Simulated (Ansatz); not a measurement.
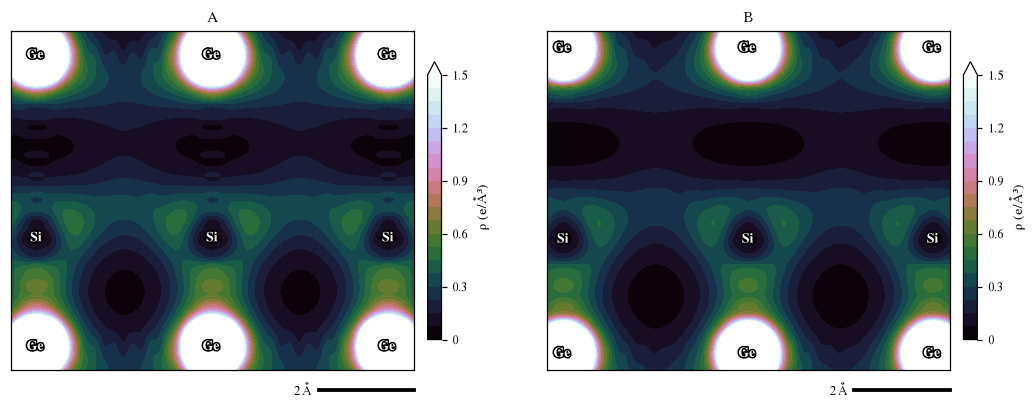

SiGe. The valence charge density (pseudo) of two cells that differ in size, on the (010) plane of each (indices in the axes of the calculation cell), at one length scale and on one colour scale; one has 17.9 and the other 20.7 Å³ an atom.

Space group P6₃mc; a structure from a database of computed crystals, not necessarily the ambient phase.

Theory: Kohn-Sham DFT of a periodic cell, PBEsol, Ansatz PAW in Ansatz 0.2.0.

The density is the valence pseudo-density of a PAW calculation; it isn't the true density close to the nuclei.

> Which panel shows the smaller cell, and what does the compression change?

Panel A is the smaller cell, by 14 % in volume. From the larger cell to the smaller, Si–Ge goes from 2.39 to 2.27 Å, and the density at its midpoint from 0.51 to 0.61 e/Å³; the pressure goes from 2.0 to 20 GPa; the Kohn–Sham gap goes from 0.31 eV to metallic.
